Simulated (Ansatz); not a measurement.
# Run report: Si, molecular dynamics (part 1 of 5)

System: Si (Fd-3m, 16 atoms in the cell).
Method: DFT PBE, scalar-relativistic, plane waves, PAW, no spin polarisation (Ansatz 0.2.0).

The structure derives from an entry of the Crystallography Open Database. It belongs to a series of runs on one base structure; here: dynamics from the start. Figures and captions count atoms from 1; the log counts them from 0 in places.

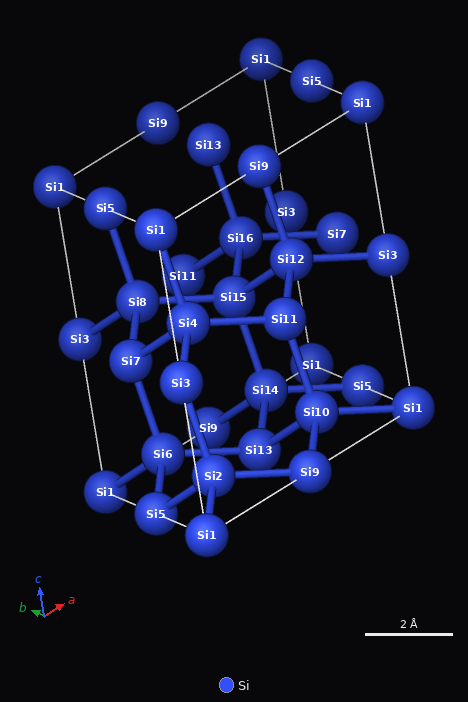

**Figure 1.** The structure as given in the input (ball-and-stick view of the cell of the calculation, seen slightly off an axis; atoms are numbered from 1 in the order of the input). Near neighbours in the crystal (not all of them lie inside the picture): Si has 4 Si at 2.33 Å.

## Input
```yaml
crystal:
  lattice:
    - [0.0, 5.381, 5.381]
    - [5.381, 0.0, 5.381]
    - [5.381, 5.381, 0.0]
  atoms:
    - { symbol: Si, position: [0.0, 0.0, 0.0] }
    - { symbol: Si, position: [0.125, 0.125, 0.125] }
    - { symbol: Si, position: [0.0, 0.0, 0.5] }
    - { symbol: Si, position: [0.125, 0.125, 0.625] }
    - { symbol: Si, position: [0.0, 0.5, 0.0] }
    - { symbol: Si, position: [0.125, 0.625, 0.125] }
    - { symbol: Si, position: [0.0, 0.5, 0.5] }
    - { symbol: Si, position: [0.125, 0.625, 0.625] }
    - { symbol: Si, position: [0.5, 0.0, 0.0] }
    - { symbol: Si, position: [0.625, 0.125, 0.125] }
    - { symbol: Si, position: [0.5, 0.0, 0.5] }
    - { symbol: Si, position: [0.625, 0.125, 0.625] }
    - { symbol: Si, position: [0.5, 0.5, 0.0] }
    - { symbol: Si, position: [0.625, 0.625, 0.125] }
    - { symbol: Si, position: [0.5, 0.5, 0.5] }
    - { symbol: Si, position: [0.625, 0.625, 0.625] }
basis:
  ecutwfc: 420.0
kpoints:
  mp_grid: { grid: [2, 2, 2] }
hamiltonian:
  xc: pbe
scf:
  occupations: { method: fermi_dirac, width: 0.24 }
  lower_state_search: "off"
md:
  timestep: 1.5
  n_steps: 120
  ensemble: nvt_langevin
  temperature: 2800.0
  initial_velocities: maxwell_boltzmann
  seed: 229881
  friction: 0.02
```

Machine: 1 thread of Arm Neoverse V1, 24 GiB of memory available, shared host.

Command:
```bash
ansatz run input.yaml --threads 1 --pin off --max-ram 3072MiB --backend cpu --events-out ev --progress --plain --runs-dir out
```

## Output
```
Warning: md: disabling space-group detection — thermal motion breaks the input geometry's symmetry, so no spatial operation reduces the k-mesh or symmetrises the density; time reversal is kept, so that k and −k are solved as one point where they differ and the mesh holds both, and exact exchange and, on two spinor components, a DFT+U term hold to it where the run has them: on two components no moment then forms, and a state that bears one, which a typed moment (crystal.atoms[].spin; refused beside efield: under a hybrid functional) reaches, can lie lower, under hf by electronvolts; crystal.symmetry.detect: false (a key that needs symmetry detection or time reversal refuses this as the deck is read) with time_reversal: false beside it drops time reversal too
band count auto-derived: 52 (N_el = 64.0; filled up to band 32; 48 by the electrons, moments and atoms)
Engine: ansatz 0.2.0, aarch64-unknown-linux-gnu
Pseudopotentials: kind: paw
Pseudopotential: Si, paw, valence charge 4, recommended cutoff 420 eV (normal), Si.paw.azcp
Functional definition: PBE
  parameter kappa = 0.804
  parameter beta = 0.06672455060314922
  exchange = pbe_x(kappa = kappa, mu = beta*pi^2/3)
  correlation = pbe_c(beta = beta)
Crystal: 16 atoms, lattice volume = 311.615 Å³
Basis set: ecut = 420 eV, 6081 PW (Γ), exchange–correlation on 108×108×108 points (8 copies of the dense FFT grid, shifted against one another)
Bands: 52, of which v1, the nominal top of the filled ones, is band 32 counted from 1 (31 counted from 0)
Symmetry: 1 space group operations
k-points: 8
Non-local potential: Si, projectors of the file, l = 0: 2, l = 1: 2, l = 2: 2
PAW form: soft (Blöchl's): semilocal exchange-correlation on the pseudo side does not see the compensation charge
PAW one-centre angular grid: Si, 110 points (default); XC on 64 Gauss nodes
Initial density: superposition of atomic densities (neutral atoms: chi_scale 0, normalization atom), corrected by the library's trained network
Initial wavefunctions: pseudopotential atomic-orbital guess
Functional: x = pbe(κ = 0.804, μ = 0.2195149727645171), c = pbe(β = 0.06672455060314922)
SCF iter   1: F=—  HF=-10171.344189 eV  |F-HF|=—  |Δ(HF+E_count)|=         —  Δρ=1.24e-3  dr2=7.59e-3  ethr=1.77e-3  ⟨swp⟩=6.5  Hψ=1942  notcnv=0
preconditioner: auto → Resta (q_TF=auto, 2.096 Å⁻¹)  ε∞=5.0  [insulator: Δε(μ)=0.657 eV  Ē_g=8.436 eV  σ=0.240 eV  W_gap=0.58  n_scr=58 (ndim 8)  ℏωp=16.8 eV  f_vac=0.000  D(μ)=1.97/eV (n_scr^D=8)  ε∞_Penn≈5.0]
SCF iter   2: F=—  HF=-10171.345084 eV  |F-HF|=—  |Δ(HF+E_count)|=   8.95e-4  Δρ=8.44e-4  dr2=3.76e-3  ethr=1.19e-5  ⟨swp⟩=2.5  Hψ=724  notcnv=0
SCF iter   3: F=—  HF=-10171.344610 eV  |F-HF|=—  |Δ(HF+E_count)|=   4.74e-4  Δρ=2.88e-4  dr2=2.00e-4  ethr=5.88e-6  ⟨swp⟩=2.0  Hψ=663  notcnv=0
SCF iter   4: F=—  HF=-10171.344583 eV  |F-HF|=—  |Δ(HF+E_count)|=   2.69e-5  Δρ=1.03e-4  dr2=1.85e-5  ethr=3.12e-7  ⟨swp⟩=2.4  Hψ=717  notcnv=0
SCF iter   5: F=—  HF=-10171.344613 eV  |F-HF|=—  |Δ(HF+E_count)|=   3.00e-5  Δρ=8.28e-6  dr2=3.59e-7  ethr=2.90e-8  ⟨swp⟩=2.0  Hψ=714  notcnv=0
SCF iter   6: F=—  HF=-10171.344551 eV  |F-HF|=—  |Δ(HF+E_count)|=   6.25e-5  Δρ=3.88e-6  dr2=3.88e-8  ethr=5.61e-10  ⟨swp⟩=2.0  Hψ=728  notcnv=0
SCF iter   7: F=-10171.344551 eV  HF=-10171.344551 eV  |F-HF|=3.37e-10  |Δ(HF+E_count)|=   4.64e-8  Δρ=8.15e-7  dr2=2.48e-9  ethr=2.50e-11  ⟨swp⟩=4.0  Hψ=1223  notcnv=0
SCF 1 converged in 7 iterations: F = -10171.344551 eV  dr2 = 2.48e-9
  greatest PAW one-centre occupation: 0.629 electrons in one spin orbital (limit 2), on the Si atom at site 7 (counted from 0), in its partial waves of l = 0
md step     0: t =     0.00 fs  T =  2625.0 K  F+E_penalty+E_count = -10171.34455067 eV  E_kin = 5.428920 eV  (7 SCF iters)
Initial density: handed on by an earlier stage of this run
Initial wavefunctions: those handed on with the density
iter 1 solved again at ethr=3.45e-5 eV; its pass at ethr=3.10e-3 eV (dr2=2.21e-2 eV) is discarded
SCF iter   1: F=—  HF=-10171.278771 eV  |F-HF|=—  |Δ(HF+E_count)|=         —  Δρ=2.33e-3  dr2=2.54e-2  ethr=3.45e-5  ⟨swp⟩=2.0  Hψ=1923  notcnv=0
preconditioner: auto → Kerker (q_TF=auto, 2.096 Å⁻¹)  [metal: Δε(μ)=0.496 eV  Ē_g=8.425 eV  σ=0.240 eV  W_gap=0.46  n_scr=58 (ndim 8)  ℏωp=16.8 eV  f_vac=0.000  D(μ)=2.03/eV (n_scr^D=8)]
SCF iter   2: F=—  HF=-10171.274426 eV  |F-HF|=—  |Δ(HF+E_count)|=   4.34e-3  Δρ=1.30e-3  dr2=7.63e-3  ethr=3.45e-5  ⟨swp⟩=1.0  Hψ=416  notcnv=0
SCF iter   3: F=—  HF=-10171.272816 eV  |F-HF|=—  |Δ(HF+E_count)|=   1.61e-3  Δρ=1.19e-4  dr2=4.68e-5  ethr=1.19e-5  ⟨swp⟩=2.4  Hψ=587  notcnv=0
SCF iter   4: F=—  HF=-10171.272807 eV  |F-HF|=—  |Δ(HF+E_count)|=   9.84e-6  Δρ=3.23e-5  dr2=6.60e-6  ethr=7.31e-8  ⟨swp⟩=2.0  Hψ=725  notcnv=0
SCF iter   5: F=—  HF=-10171.272762 eV  |F-HF|=—  |Δ(HF+E_count)|=   4.42e-5  Δρ=7.86e-6  dr2=7.15e-7  ethr=1.03e-8  ⟨swp⟩=2.0  Hψ=684  notcnv=0
SCF iter   6: F=—  HF=-10171.272762 eV  |F-HF|=—  |Δ(HF+E_count)|=   3.43e-8  Δρ=1.87e-6  dr2=2.31e-8  ethr=1.12e-9  ⟨swp⟩=2.2  Hψ=628  notcnv=0
SCF iter   7: F=-10171.272762 eV  HF=-10171.272762 eV  |F-HF|=7.00e-10  |Δ(HF+E_count)|=   6.80e-9  Δρ=5.08e-7  dr2=1.61e-9  ethr=2.50e-11  ⟨swp⟩=4.0  Hψ=1212  notcnv=0
SCF 2 converged in 7 iterations: F = -10171.272762 eV  dr2 = 1.61e-9
  greatest PAW one-centre occupation: 0.630 electrons in one spin orbital (limit 2), on the Si atom at site 0 (counted from 0), in its partial waves of l = 0
md step     1: t =     1.50 fs  T =  2534.6 K  F+E_penalty+E_count = -10171.27276245 eV  E_kin = 5.241907 eV  (7 SCF iters)
[... from here on the SCF iterations and repeated set-up lines of each step are left out, up to the last step ...]
SCF 3 converged in 7 iterations: F = -10171.071650 eV  dr2 = 1.46e-9
md step     2: t =     3.00 fs  T =  2243.4 K  F+E_penalty+E_count = -10171.07165020 eV  E_kin = 4.639703 eV  (7 SCF iters)
md step     3: t =     4.50 fs  T =  2005.3 K  F+E_penalty+E_count = -10170.76818463 eV  E_kin = 4.147253 eV  (7 SCF iters)
md step     4: t =     6.00 fs  T =  2003.5 K  F+E_penalty+E_count = -10170.36249123 eV  E_kin = 4.143537 eV  (7 SCF iters)
md step     5: t =     7.50 fs  T =  1943.7 K  F+E_penalty+E_count = -10169.86068471 eV  E_kin = 4.019844 eV  (5 SCF iters)
md step     6: t =     9.00 fs  T =  1944.8 K  F+E_penalty+E_count = -10169.32904439 eV  E_kin = 4.022187 eV  (6 SCF iters)
md step     7: t =    10.50 fs  T =  1699.0 K  F+E_penalty+E_count = -10168.85947524 eV  E_kin = 3.513746 eV  (6 SCF iters)
md step     8: t =    12.00 fs  T =  1601.3 K  F+E_penalty+E_count = -10168.48765771 eV  E_kin = 3.311700 eV  (6 SCF iters)
md step     9: t =    13.50 fs  T =  1419.3 K  F+E_penalty+E_count = -10168.24232727 eV  E_kin = 2.935378 eV  (6 SCF iters)
md step    10: t =    15.00 fs  T =  1580.5 K  F+E_penalty+E_count = -10168.10037880 eV  E_kin = 3.268791 eV  (6 SCF iters)
md step    11: t =    16.50 fs  T =  1612.4 K  F+E_penalty+E_count = -10168.00812844 eV  E_kin = 3.334639 eV  (6 SCF iters)
md step    12: t =    18.00 fs  T =  1884.4 K  F+E_penalty+E_count = -10167.99036518 eV  E_kin = 3.897281 eV  (6 SCF iters)
md step    13: t =    19.50 fs  T =  1719.2 K  F+E_penalty+E_count = -10168.03978906 eV  E_kin = 3.555481 eV  (6 SCF iters)
md step    14: t =    21.00 fs  T =  2003.9 K  F+E_penalty+E_count = -10168.11882604 eV  E_kin = 4.144389 eV  (6 SCF iters)
md step    15: t =    22.50 fs  T =  2144.3 K  F+E_penalty+E_count = -10168.17439691 eV  E_kin = 4.434794 eV  (6 SCF iters)
md step    16: t =    24.00 fs  T =  2185.2 K  F+E_penalty+E_count = -10168.19230278 eV  E_kin = 4.519371 eV  (5 SCF iters)
md step    17: t =    25.50 fs  T =  2371.6 K  F+E_penalty+E_count = -10168.16150129 eV  E_kin = 4.904907 eV  (5 SCF iters)
md step    18: t =    27.00 fs  T =  2610.5 K  F+E_penalty+E_count = -10168.09162787 eV  E_kin = 5.398832 eV  (6 SCF iters)
md step    19: t =    28.50 fs  T =  2700.5 K  F+E_penalty+E_count = -10168.01632262 eV  E_kin = 5.584989 eV  (5 SCF iters)
md step    20: t =    30.00 fs  T =  2634.0 K  F+E_penalty+E_count = -10167.94910864 eV  E_kin = 5.447598 eV  (7 SCF iters)
md step    21: t =    31.50 fs  T =  2602.8 K  F+E_penalty+E_count = -10167.88953466 eV  E_kin = 5.382960 eV  (6 SCF iters)
md step    22: t =    33.00 fs  T =  2463.9 K  F+E_penalty+E_count = -10167.82285966 eV  E_kin = 5.095647 eV  (6 SCF iters)
md step    23: t =    34.50 fs  T =  2664.6 K  F+E_penalty+E_count = -10167.75466037 eV  E_kin = 5.510742 eV  (6 SCF iters)
md step    24: t =    36.00 fs  T =  2402.5 K  F+E_penalty+E_count = -10167.67595350 eV  E_kin = 4.968739 eV  (6 SCF iters)
md step    25: t =    37.50 fs  T =  2259.9 K  F+E_penalty+E_count = -10167.58188651 eV  E_kin = 4.673780 eV  (5 SCF iters)
md step    26: t =    39.00 fs  T =  2126.8 K  F+E_penalty+E_count = -10167.53438004 eV  E_kin = 4.398553 eV  (5 SCF iters)
md step    27: t =    40.50 fs  T =  1967.8 K  F+E_penalty+E_count = -10167.54917784 eV  E_kin = 4.069670 eV  (5 SCF iters)
md step    28: t =    42.00 fs  T =  1971.0 K  F+E_penalty+E_count = -10167.57508243 eV  E_kin = 4.076421 eV  (6 SCF iters)
md step    29: t =    43.50 fs  T =  1928.5 K  F+E_penalty+E_count = -10167.61519268 eV  E_kin = 3.988394 eV  (5 SCF iters)
md step    30: t =    45.00 fs  T =  1796.7 K  F+E_penalty+E_count = -10167.66710895 eV  E_kin = 3.715827 eV  (7 SCF iters)
md step    31: t =    46.50 fs  T =  1802.7 K  F+E_penalty+E_count = -10167.71922498 eV  E_kin = 3.728363 eV  (5 SCF iters)
md step    32: t =    48.00 fs  T =  1935.6 K  F+E_penalty+E_count = -10167.75088284 eV  E_kin = 4.003190 eV  (5 SCF iters)
md step    33: t =    49.50 fs  T =  1654.9 K  F+E_penalty+E_count = -10167.76340328 eV  E_kin = 3.422613 eV  (5 SCF iters)
md step    34: t =    51.00 fs  T =  1777.0 K  F+E_penalty+E_count = -10167.74741786 eV  E_kin = 3.675073 eV  (5 SCF iters)
md step    35: t =    52.50 fs  T =  1810.7 K  F+E_penalty+E_count = -10167.68817129 eV  E_kin = 3.744815 eV  (6 SCF iters)
md step    36: t =    54.00 fs  T =  2007.0 K  F+E_penalty+E_count = -10167.60184446 eV  E_kin = 4.150877 eV  (5 SCF iters)
md step    37: t =    55.50 fs  T =  2213.7 K  F+E_penalty+E_count = -10167.47560970 eV  E_kin = 4.578244 eV  (5 SCF iters)
md step    38: t =    57.00 fs  T =  2102.7 K  F+E_penalty+E_count = -10167.32061913 eV  E_kin = 4.348692 eV  (5 SCF iters)
md step    39: t =    58.50 fs  T =  2387.0 K  F+E_penalty+E_count = -10167.13903514 eV  E_kin = 4.936678 eV  (5 SCF iters)
md step    40: t =    60.00 fs  T =  2098.6 K  F+E_penalty+E_count = -10166.94112278 eV  E_kin = 4.340222 eV  (7 SCF iters)
md step    41: t =    61.50 fs  T =  2316.7 K  F+E_penalty+E_count = -10166.76435664 eV  E_kin = 4.791351 eV  (6 SCF iters)
md step    42: t =    63.00 fs  T =  2201.9 K  F+E_penalty+E_count = -10166.58121272 eV  E_kin = 4.553832 eV  (5 SCF iters)
md step    43: t =    64.50 fs  T =  2245.9 K  F+E_penalty+E_count = -10166.33567087 eV  E_kin = 4.644879 eV  (5 SCF iters)
md step    44: t =    66.00 fs  T =  2390.6 K  F+E_penalty+E_count = -10166.02736110 eV  E_kin = 4.944193 eV  (5 SCF iters)
md step    45: t =    67.50 fs  T =  2164.9 K  F+E_penalty+E_count = -10165.72652413 eV  E_kin = 4.477463 eV  (6 SCF iters)
md step    46: t =    69.00 fs  T =  2043.7 K  F+E_penalty+E_count = -10165.46167833 eV  E_kin = 4.226669 eV  (5 SCF iters)
md step    47: t =    70.50 fs  T =  2122.6 K  F+E_penalty+E_count = -10165.20855056 eV  E_kin = 4.389922 eV  (5 SCF iters)
md step    48: t =    72.00 fs  T =  2084.9 K  F+E_penalty+E_count = -10164.97987660 eV  E_kin = 4.311879 eV  (5 SCF iters)
md step    49: t =    73.50 fs  T =  1929.9 K  F+E_penalty+E_count = -10164.79826643 eV  E_kin = 3.991266 eV  (5 SCF iters)
md step    50: t =    75.00 fs  T =  1725.5 K  F+E_penalty+E_count = -10164.68009847 eV  E_kin = 3.568578 eV  (6 SCF iters)
md step    51: t =    76.50 fs  T =  1897.9 K  F+E_penalty+E_count = -10164.62331201 eV  E_kin = 3.925208 eV  (5 SCF iters)
md step    52: t =    78.00 fs  T =  1879.8 K  F+E_penalty+E_count = -10164.59445592 eV  E_kin = 3.887635 eV  (5 SCF iters)
md step    53: t =    79.50 fs  T =  1919.8 K  F+E_penalty+E_count = -10164.67193433 eV  E_kin = 3.970468 eV  (6 SCF iters)
md step    54: t =    81.00 fs  T =  2005.5 K  F+E_penalty+E_count = -10164.90881714 eV  E_kin = 4.147598 eV  (5 SCF iters)
md step    55: t =    82.50 fs  T =  2216.6 K  F+E_penalty+E_count = -10165.24777691 eV  E_kin = 4.584322 eV  (5 SCF iters)
md step    56: t =    84.00 fs  T =  2632.5 K  F+E_penalty+E_count = -10165.62038771 eV  E_kin = 5.444333 eV  (5 SCF iters)
md step    57: t =    85.50 fs  T =  2976.6 K  F+E_penalty+E_count = -10166.01426541 eV  E_kin = 6.156086 eV  (5 SCF iters)
md step    58: t =    87.00 fs  T =  3608.9 K  F+E_penalty+E_count = -10166.39307795 eV  E_kin = 7.463843 eV  (5 SCF iters)
md step    59: t =    88.50 fs  T =  3680.3 K  F+E_penalty+E_count = -10166.66360292 eV  E_kin = 7.611370 eV  (5 SCF iters)
md step    60: t =    90.00 fs  T =  3911.3 K  F+E_penalty+E_count = -10166.80454986 eV  E_kin = 8.089118 eV  (7 SCF iters)
md step    61: t =    91.50 fs  T =  3646.5 K  F+E_penalty+E_count = -10166.81168582 eV  E_kin = 7.541511 eV  (5 SCF iters)
md step    62: t =    93.00 fs  T =  3700.5 K  F+E_penalty+E_count = -10166.70145466 eV  E_kin = 7.653312 eV  (6 SCF iters)
md step    63: t =    94.50 fs  T =  3491.9 K  F+E_penalty+E_count = -10166.44283998 eV  E_kin = 7.221753 eV  (5 SCF iters)
md step    64: t =    96.00 fs  T =  3558.6 K  F+E_penalty+E_count = -10166.02526941 eV  E_kin = 7.359736 eV  (5 SCF iters)
md step    65: t =    97.50 fs  T =  3386.6 K  F+E_penalty+E_count = -10165.46434077 eV  E_kin = 7.003970 eV  (5 SCF iters)
md step    66: t =    99.00 fs  T =  3398.2 K  F+E_penalty+E_count = -10164.84165557 eV  E_kin = 7.028084 eV  (5 SCF iters)
md step    67: t =   100.50 fs  T =  3276.9 K  F+E_penalty+E_count = -10164.20497756 eV  E_kin = 6.777161 eV  (5 SCF iters)
md step    68: t =   102.00 fs  T =  3182.0 K  F+E_penalty+E_count = -10163.65483636 eV  E_kin = 6.580941 eV  (6 SCF iters)
md step    69: t =   103.50 fs  T =  2758.1 K  F+E_penalty+E_count = -10163.29157597 eV  E_kin = 5.704108 eV  (6 SCF iters)
md step    70: t =   105.00 fs  T =  2601.3 K  F+E_penalty+E_count = -10163.12224937 eV  E_kin = 5.379992 eV  (7 SCF iters)
md step    71: t =   106.50 fs  T =  2565.1 K  F+E_penalty+E_count = -10163.13987957 eV  E_kin = 5.304945 eV  (5 SCF iters)
md step    72: t =   108.00 fs  T =  2732.1 K  F+E_penalty+E_count = -10163.32245792 eV  E_kin = 5.650501 eV  (6 SCF iters)
md step    73: t =   109.50 fs  T =  2596.5 K  F+E_penalty+E_count = -10163.62209167 eV  E_kin = 5.369885 eV  (5 SCF iters)
md step    74: t =   111.00 fs  T =  3177.7 K  F+E_penalty+E_count = -10163.95070866 eV  E_kin = 6.572010 eV  (6 SCF iters)
md step    75: t =   112.50 fs  T =  2964.1 K  F+E_penalty+E_count = -10164.23501174 eV  E_kin = 6.130131 eV  (6 SCF iters)
md step    76: t =   114.00 fs  T =  2825.8 K  F+E_penalty+E_count = -10164.43990076 eV  E_kin = 5.844286 eV  (6 SCF iters)
md step    77: t =   115.50 fs  T =  2726.9 K  F+E_penalty+E_count = -10164.54547906 eV  E_kin = 5.639735 eV  (5 SCF iters)
md step    78: t =   117.00 fs  T =  2996.2 K  F+E_penalty+E_count = -10164.57966867 eV  E_kin = 6.196518 eV  (5 SCF iters)
md step    79: t =   118.50 fs  T =  3357.7 K  F+E_penalty+E_count = -10164.52492693 eV  E_kin = 6.944197 eV  (5 SCF iters)
md step    80: t =   120.00 fs  T =  2865.7 K  F+E_penalty+E_count = -10164.36118449 eV  E_kin = 5.926696 eV  (7 SCF iters)
md step    81: t =   121.50 fs  T =  2440.5 K  F+E_penalty+E_count = -10164.16296533 eV  E_kin = 5.047347 eV  (5 SCF iters)
md step    82: t =   123.00 fs  T =  2420.1 K  F+E_penalty+E_count = -10163.98152455 eV  E_kin = 5.005218 eV  (5 SCF iters)
md step    83: t =   124.50 fs  T =  2788.0 K  F+E_penalty+E_count = -10163.83784409 eV  E_kin = 5.766078 eV  (5 SCF iters)
md step    84: t =   126.00 fs  T =  2791.1 K  F+E_penalty+E_count = -10163.73412104 eV  E_kin = 5.772487 eV  (5 SCF iters)
```
